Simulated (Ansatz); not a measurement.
## TiO₂: geometry relaxation (part 2 of 4)

TiO₂ (slab, 36 atoms in the cell); DFT PBE+D3(BJ), scalar-relativistic, plane waves, PAW, no spin polarisation (Ansatz 0.2.0); cutoff 420 eV, 4×5×1 k-mesh, Gaussian smearing of 0.05 eV. The structure derives from an entry of the Crystallography Open Database. The input holds or restrains some coordinates. Forces given for the steps count only the free coordinates.

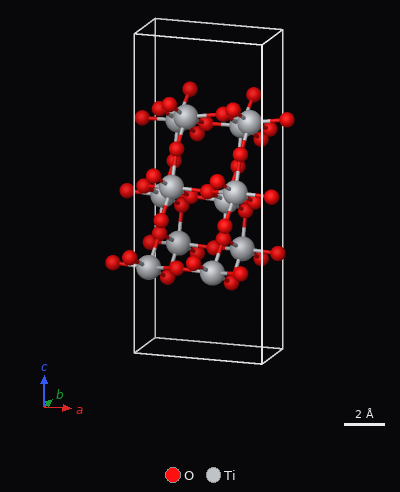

**Figure 1.** The geometry at step 8 of the log (ball-and-stick view of the cell of the calculation, with the vacuum cut short, seen slightly off an axis; bonded neighbours outside the cell are drawn too).

## Output, continued
```
relax step   7: F+E_penalty+E_count = -43667.38384938 eV  Δ(F+E_penalty+E_count) = -1.416e-3 eV  max|allowed force component| = 7.578e-2 eV/Å  Δτ_max = 0.0331 Å  (9 SCF iters, accepted)
SCF 8 converged in 7 iterations: F = -43667.382045 eV  dr2 = 7.87e-7
relax step   8: F+E_penalty+E_count = -43667.38204464 eV  Δ(F+E_penalty+E_count) = +1.805e-3 eV  max|allowed force component| = 1.408e-1 eV/Å  Δτ_max = 0.0208 Å  (7 SCF iters, dr2 threshold 2.59e-6 eV, rejected (line search))
SCF iter   1: F=—  HF=-43667.387239 eV  |F-HF|=—  |Δ(HF+E_count)|=         —  Δρ=7.96e-4  dr2=9.07e-3  ethr=3.30e-5  p=-0.111 e·Å  D=-1.95e-2 V/Å  ΔV_dip=0.51 eV  dr2_dipole=1.02e-3  V_vac-E_F(+/−)=6.22/5.70 eV  ⟨swp⟩=2.1  Hψ=3293  notcnv=0  defer=307
efield: sawtooth ramp at fractional position 0.9500 (handed on by an earlier solve), width 0.1000; the density the first Hamiltonian is built on has a dipole p = -0.111 e·Å; the dipole correction subtracts the counter field D = -1.95e-2 V/Å, which shifts the + side's vacuum level by +0.51 eV against the − side's; the planar-averaged density in the ramp window peaks in size at 4.3e-6 e/Å³
SCF iter   2: F=—  HF=-43667.385331 eV  |F-HF|=—  |Δ(HF+E_count)|=   1.91e-3  Δρ=4.63e-4  dr2=2.01e-3  ethr=3.15e-6  p=-0.125 e·Å  D=-2.20e-2 V/Å  ΔV_dip=0.58 eV  dr2_dipole=5.72e-8  V_vac-E_F(+/−)=6.28/5.70 eV  ⟨swp⟩=2.0  Hψ=2849  notcnv=0  defer=310
SCF iter   3: F=—  HF=-43667.385016 eV  |F-HF|=—  |Δ(HF+E_count)|=   3.16e-4  Δρ=2.93e-4  dr2=1.08e-3  ethr=6.97e-7  p=-0.125 e·Å  D=-2.20e-2 V/Å  ΔV_dip=0.58 eV  dr2_dipole=3.99e-5  V_vac-E_F(+/−)=6.28/5.70 eV  ⟨swp⟩=2.0  Hψ=2963  notcnv=0  defer=310
SCF iter   4: F=—  HF=-43667.384865 eV  |F-HF|=—  |Δ(HF+E_count)|=   1.50e-4  Δρ=9.39e-5  dr2=7.73e-5  ethr=3.74e-7  p=-0.128 e·Å  D=-2.25e-2 V/Å  ΔV_dip=0.59 eV  dr2_dipole=9.36e-7  V_vac-E_F(+/−)=6.29/5.70 eV  ⟨swp⟩=2.0  Hψ=2466  notcnv=0  defer=310
SCF iter   5: F=—  HF=-43667.385363 eV  |F-HF|=—  |Δ(HF+E_count)|=   4.98e-4  Δρ=5.28e-5  dr2=2.41e-5  ethr=2.68e-8  p=-0.128 e·Å  D=-2.25e-2 V/Å  ΔV_dip=0.59 eV  dr2_dipole=1.76e-9  V_vac-E_F(+/−)=6.29/5.70 eV  ⟨swp⟩=2.4  Hψ=2557  notcnv=0  defer=310
SCF iter   6: F=—  HF=-43667.385362 eV  |F-HF|=—  |Δ(HF+E_count)|=   8.67e-7  Δρ=1.87e-5  dr2=2.83e-6  ethr=8.38e-9  p=-0.128 e·Å  D=-2.25e-2 V/Å  ΔV_dip=0.59 eV  dr2_dipole=2.44e-9  V_vac-E_F(+/−)=6.29/5.70 eV  ⟨swp⟩=2.0  Hψ=2458  notcnv=0  defer=310
SCF iter   7: F=—  HF=-43667.385362 eV  |F-HF|=—  |Δ(HF+E_count)|=   2.94e-7  Δρ=6.58e-6  dr2=3.72e-7  ethr=9.83e-10  p=-0.128 e·Å  D=-2.25e-2 V/Å  ΔV_dip=0.59 eV  dr2_dipole=4.04e-10  V_vac-E_F(+/−)=6.29/5.70 eV  ⟨swp⟩=2.8  Hψ=2703  notcnv=0  defer=310
SCF iter   8: F=-43667.385363 eV  HF=-43667.385362 eV  |F-HF|=2.42e-8  |Δ(HF+E_count)|=   1.88e-7  Δρ=2.81e-6  dr2=7.76e-8  ethr=3.47e-11  p=-0.128 e·Å  D=-2.25e-2 V/Å  ΔV_dip=0.59 eV  dr2_dipole=4.93e-10  V_vac-E_F(+/−)=6.29/5.70 eV  ⟨swp⟩=15.1  Hψ=15063  notcnv=0
SCF 9 converged in 8 iterations: F = -43667.385363 eV  dr2 = 7.76e-8
relax step   9: F+E_penalty+E_count = -43667.38536251 eV  Δ(F+E_penalty+E_count) = -1.513e-3 eV  max|allowed force component| = 9.904e-3 eV/Å  Δτ_max = 0.0094 Å  (8 SCF iters, accepted)
WARN: The output density's exchange-correlation potential varies sharply where the density is thin. Do not read a vacuum level from v_tot or v_xc, or from such a field of the output density. On a cell that repeats whose density bears no net charge and no dipole along the vacuum's axis use v_es (v_loc + v_h of the components); under efield.dipole_correction with no amplitude use v_es + v_field, which holds any external_charges[].barrier, or the levels of the report's work_function block, which leave it out; under a non-zero efield.amplitude the vacuum is tilted and has no level; on a cell that repeats and bears such a dipole with no correction it is tilted too, and efield.dipole_correction with no amplitude gives each side of its ramp a level where efield: is served; in a cell that repeats whose density bears a net charge (total_charge, or a fill off its count) it is curved and has none; of a slab under crystal.periodic whose density bears no net charge use v_es, which has a level on each side, short of where the two are joined; of another it falls or rises all the way out and has none; of a slab beside external_charges read slab_vacuum_level instead, which it has where they leave it neutral. The grid or the basis barely resolves most such structure, and the values can differ between equally converged runs; as a rule a tighter scf.convergence.dr2_threshold does not remove it. Where the density itself ripples (under the LDA too) a higher basis.ecutwfc lessens it. The files hold the spikes' plane waves up to the density's cutoff. Files: v_tot_of_output_density and the like, and their columns of v_z.tsv (output.write_potential); v_xc_of_output_density and the like, and their columns of v_comp_z.tsv (output.write_potential_components). Measured: with its Gaussian average of σ = 0.25 Å subtracted twice, the exchange-correlation potential is over 0.1 eV at 262 of the grid points where the equally averaged density (valence and model cores) is under 1e-3 e/Å³, and 0.263 eV at the most among them, at an averaged density of 2.8e-7 e/Å³. The input density's (outcome.potential() and, of a run that writes arrays, v_tot and v_xc) is over 0.1 eV, so measured, at 144 points of its own thin density, 0.310 eV at the most. See output.write_potential in the manual, Limitations
SCF converged after 8 iterations
Free energy (F): -43667.385363 eV
Harris-Foulkes:  -43667.385362 eV  (|F-HF|=2.42e-8)
Internal energy: -43667.385363 eV  (E = F + TS)
E sigma→0 (E₀):  -43667.385363 eV
Fermi energy:    -0.230669 eV
Dipole field:    D = -0.022486 V/Å  (p = -0.127843 e·Å, saw-weighted, corrected)
Work function:   Φ+ = 6.2896 eV   Φ− = 5.6962 eV
Levels:          The Fermi level and band energies are counted from a zero that moves with the ramp; work functions are not
--- Per-component energies (eV) ---
  E_band       = -5197.234612
  E_kinetic    = 7463.913705
  E_local      = -333773.754377  (includes V_loc(G=0)·N_el)
  E_nonlocal   = 1184.161575
  E_hartree    = 163259.155392
  E_xc         = -2948.748774
  E_vxc        = -3733.189098  (∫ρ·V_xc dr)
  E_paw        = -16332.656202  (= ΣΔE_a)
  E_vpaw       = -2856.841995  (= ΣTr[D̂ρ^β])
  E_aug_tail   = 0.060184  (compensation charges beyond the density's cutoff)
  E_efield     = 0.001437  (sawtooth field / dipole correction)
  E_vefield    = 0.074870  (∫n·V_field dr)
  E_ewald      = 137486.911245
  E_disp       = -6.429549  (pairwise vdW)
  E_smearing   = -0.000000  (= −TS)
  E_closure    = -0.000000  (closes the sum)
  Σ components = -43667.385363   (vs F -43667.385363, Δ=0.00e0)
--- Forces (eV/Å), atoms counted from 1 ---
  atom   1  O      0.00000832    -1.83320350     1.01915292
  atom   2  O      0.00000832    -1.83320350     1.01915292
  atom   3  Ti     0.00000181     3.80900539     1.73247898
  atom   4  Ti     0.00000181     3.80900539     1.73247898
  atom   5  O      0.00000070     0.29493779    -1.10056985
  atom   6  O      0.00000070     0.29493779    -1.10056985
  atom   7  O     -0.00000352     0.39946366    -0.11055180
  atom   8  O     -0.00000352     0.39946366    -0.11055180
  atom   9  Ti    -0.00000268    -1.57979117    -1.78266948
  atom  10  Ti    -0.00000268    -1.57979117    -1.78266948
  atom  11  O     -0.00000574    -1.04428364    -0.49008549
  atom  12  O     -0.00000574    -1.04428364    -0.49008549
  atom  13  O      0.00000522    -0.13812696    -0.14473189
  atom  14  O      0.00000522    -0.13812696    -0.14473189
  atom  15  Ti    -0.00000070    -0.05423158     1.00533645
  atom  16  Ti    -0.00000070    -0.05423158     1.00533645
  atom  17  O     -0.00000490     0.14369421    -0.12385384
  atom  18  O     -0.00000490     0.14369421    -0.12385384
  atom  19  O      0.00000077     0.00430066     0.00122051
  atom  20  O      0.00000077     0.00430066     0.00122051
  atom  21  Ti    -0.00000029    -0.00477237     0.00532458
  atom  22  Ti    -0.00000029    -0.00477237     0.00532458
  atom  23  O     -0.00000007     0.00077204    -0.00990351
  atom  24  O     -0.00000007     0.00077204    -0.00990351
  atom  25  O     -0.00000009     0.00263180     0.00478761
  atom  26  O     -0.00000009     0.00263180     0.00478761
  atom  27  Ti     0.00000027    -0.00434388    -0.00674578
  atom  28  Ti     0.00000027    -0.00434388    -0.00674578
  atom  29  O     -0.00000044    -0.00194068     0.00399726
  atom  30  O     -0.00000044    -0.00194068     0.00399726
  atom  31  O      0.00000068    -0.00070109    -0.00026404
  atom  32  O      0.00000068    -0.00070109    -0.00026404
  atom  33  Ti     0.00000007     0.00155682    -0.00772772
  atom  34  Ti     0.00000007     0.00155682    -0.00772772
  atom  35  O     -0.00000033     0.00512818     0.00480423
  atom  36  O     -0.00000033     0.00512818     0.00480423
  max |Σ_I F_I| component: 1.91e-4 eV/Å
--- Band table (eV; the first three rows and the last of 11) ---
  k-point 0: bands = ["-58.0519", "-58.0491", "-57.6920", "-57.6862", "-57.5831", "-57.5813", "-57.5285", "-57.5226", "-57.4890", "-57.4877", "-57.3820", "-57.3800", "-34.4244", "-34.4218", "-34.3766", "-34.2753", "-34.2389", "-34.2245", "-34.1325", "-34.1090", "-34.0665", "-34.0457", "-34.0239", "-33.9875", "-33.9718", "-33.9254", "-33.9249", "-33.9091", "-33.8724", "-33.8427", "-33.8157", "-33.7988", "-33.7886", "-33.7859", "-33.7786", "-33.7766", "-33.7761", "-33.7658", "-33.7612", "-33.7550",
      "-33.7409", "-33.7146", "-33.6858", "-33.6836", "-33.6131", "-33.5625", "-33.5586", "-33.5365", "-18.9097", "-18.6585", "-18.3690", "-18.3621", "-18.0943", "-17.9849", "-17.8994", "-17.8708", "-17.8202", "-17.7240", "-17.7224", "-17.5826", "-17.5551", "-17.5326", "-17.4740", "-17.4051", "-17.3648", "-17.3486", "-17.2480", "-17.1877", "-16.9986", "-16.9224", "-16.4403", "-16.4279", "-5.9677", "-5.8397", "-5.8066", "-5.6853", "-5.6286", "-5.5878", "-5.5249", "-5.4692",
      "-5.3501", "-5.3326", "-5.2980", "-5.2649", "-5.2227", "-5.1686", "-5.0998", "-5.0607", "-5.0276", "-4.9972", "-4.9512", "-4.8350", "-4.8314", "-4.8114", "-4.6843", "-4.6757", "-4.5397", "-4.4655", "-4.2588", "-4.1719", "-4.0801", "-3.9785", "-3.9482", "-3.9361", "-3.8897", "-3.7584", "-3.6727", "-3.5781", "-3.5179", "-3.5161", "-3.4955", "-3.4861", "-3.4737", "-3.2912", "-3.2881", "-3.2514", "-3.1969", "-3.0641", "-2.9921", "-2.9062",
      "-2.8689", "-2.7825", "-2.7613", "-2.6913", "-2.6182", "-2.5374", "-2.4118", "-2.4040", "-2.1243", "-2.1219", "-2.1069", "-2.0508", "-2.0499", "-1.9998", "-1.9851", "-1.8260", "-1.7832", "-1.7601", "-1.6675", "-1.5957", "-1.5900", "-1.5645", "-1.3791", "-1.2295", "0.7682", "1.4201", "1.4676", "1.5533", "1.5919", "1.7420", "1.7810", "1.8735", "1.9558", "1.9630", "2.0682", "2.1146", "2.1883", "2.2081", "2.2401", "2.3084",
      "2.3124", "2.3556", "2.4183", "2.4729", "2.5095", "2.5380", "2.5522", "2.5875", "2.6559", "2.7132", "2.7725", "2.7879", "2.8195", "2.8638", "2.9261", "3.0100", "3.0801", "3.1425", "3.2921", "3.4633"]
  k-point 1: bands = ["-58.0516", "-58.0491", "-57.6905", "-57.6862", "-57.5831", "-57.5828", "-57.5267", "-57.5226", "-57.4893", "-57.4877", "-57.3820", "-57.3820", "-34.4236", "-34.4219", "-34.3766", "-34.2759", "-34.2281", "-34.2241", "-34.1151", "-34.1110", "-34.0432", "-34.0364", "-34.0256", "-33.9874", "-33.9715", "-33.9226", "-33.9216", "-33.9122", "-33.8728", "-33.8449", "-33.8158", "-33.8001", "-33.7885", "-33.7873", "-33.7846", "-33.7780", "-33.7775", "-33.7689", "-33.7655", "-33.7543",
      "-33.7414", "-33.7280", "-33.6874", "-33.6857", "-33.6190", "-33.5652", "-33.5595", "-33.5539", "-18.8360", "-18.5989", "-18.3629", "-18.3217", "-18.0948", "-18.0242", "-17.9319", "-17.8803", "-17.8202", "-17.7343", "-17.7209", "-17.5916", "-17.5541", "-17.5509", "-17.4788", "-17.4061", "-17.3650", "-17.3419", "-17.2905", "-17.1905", "-17.0221", "-16.9231", "-16.4556", "-16.4280", "-5.9644", "-5.8376", "-5.7884", "-5.6762", "-5.6062", "-5.5721", "-5.5558", "-5.5069",
      "-5.3768", "-5.3347", "-5.2927", "-5.2509", "-5.1732", "-5.1690", "-5.0865", "-5.0186", "-4.9860", "-4.9433", "-4.9227", "-4.8499", "-4.8361", "-4.7995", "-4.6873", "-4.6324", "-4.5494", "-4.4937", "-4.3712", "-4.1378", "-4.1170", "-4.0574", "-4.0544", "-3.9685", "-3.9637", "-3.8933", "-3.6745", "-3.6696", "-3.6559", "-3.5514", "-3.5104", "-3.4531", "-3.4229", "-3.3446", "-3.2553", "-3.1478", "-3.0711", "-2.9666", "-2.9287", "-2.7856",
      "-2.7734", "-2.5769", "-2.5759", "-2.5115", "-2.4753", "-2.4380", "-2.4157", "-2.3333", "-2.2883", "-2.1781", "-2.1707", "-2.1053", "-2.0708", "-2.0163", "-1.9449", "-1.9134", "-1.9114", "-1.8042", "-1.7614", "-1.6951", "-1.6328", "-1.5603", "-1.4835", "-1.3307", "0.8043", "1.4315", "1.5000", "1.5479", "1.5704", "1.7985", "1.8208", "1.9112", "1.9481", "1.9944", "2.0193", "2.1339", "2.1889", "2.2059", "2.2421", "2.3011",
      "2.3077", "2.3532", "2.3852", "2.4021", "2.4672", "2.5031", "2.5220", "2.6598", "2.6625", "2.6669", "2.7974", "2.8154", "2.8333", "2.8732", "2.9228", "3.0224", "3.1102", "3.1572", "3.2410", "3.4298"]
  k-point 2: bands = ["-58.0513", "-58.0491", "-57.6880", "-57.6862", "-57.5854", "-57.5831", "-57.5235", "-57.5226", "-57.4897", "-57.4877", "-57.3852", "-57.3820", "-34.4221", "-34.4218", "-34.3766", "-34.2770", "-34.2243", "-34.2092", "-34.1098", "-34.0776", "-34.0447", "-34.0246", "-34.0082", "-33.9717", "-33.9656", "-33.9240", "-33.9170", "-33.9012", "-33.8723", "-33.8443", "-33.8438", "-33.8157", "-33.7885", "-33.7880", "-33.7868", "-33.7784", "-33.7749", "-33.7748", "-33.7657", "-33.7546",
      "-33.7533", "-33.7411", "-33.6925", "-33.6857", "-33.6193", "-33.6155", "-33.5567", "-33.5548", "-18.6849", "-18.4512", "-18.3624", "-18.2688", "-18.1551", "-18.0945", "-17.9511", "-17.9190", "-17.8202", "-17.7614", "-17.7228", "-17.5981", "-17.5726", "-17.5548", "-17.4758", "-17.4055", "-17.3671", "-17.3649", "-17.3460", "-17.1887", "-17.0621", "-16.9226", "-16.4806", "-16.4279", "-5.9664", "-5.8256", "-5.7997", "-5.6815", "-5.6365", "-5.6189", "-5.5818", "-5.4797",
      "-5.3597", "-5.3331", "-5.2268", "-5.1836", "-5.1617", "-5.1314", "-5.1045", "-5.0126", "-4.9979", "-4.9698", "-4.8705", "-4.8469", "-4.8387", "-4.7280", "-4.6750", "-4.6355", "-4.5483", "-4.4653", "-4.4451", "-4.3355", "-4.1501", "-4.1142", "-4.0117", "-3.9018", "-3.8070", "-3.8006", "-3.6950", "-3.6909", "-3.5633", "-3.5343", "-3.5207", "-3.4247", "-3.3957", "-3.3213", "-3.2038", "-3.1547", "-3.1423", "-2.9976", "-2.9752", "-2.8076",
      "-2.7395", "-2.7104", "-2.6839", "-2.6092", "-2.4796", "-2.4322", "-2.4287", "-2.3879", "-2.2753", "-2.2401", "-2.1720", "-2.1269", "-2.0993", "-2.0444", "-1.9624", "-1.9137", "-1.8319", "-1.7793", "-1.7035", "-1.6459", "-1.6203", "-1.5547", "-1.4202", "-1.2656", "0.8662", "1.4327", "1.4796", "1.4930", "1.5981", "1.7898", "1.8881", "1.9130", "1.9198", "1.9642", "1.9746", "2.1232", "2.1740", "2.2077", "2.2467", "2.2656",
      "2.3087", "2.3490", "2.3760", "2.4230", "2.4367", "2.4470", "2.5308", "2.5385", "2.6669", "2.7593", "2.7735", "2.8155", "2.8297", "2.8921", "2.9371", "3.0139", "3.1474", "3.1621", "3.2740", "3.4487"]
```
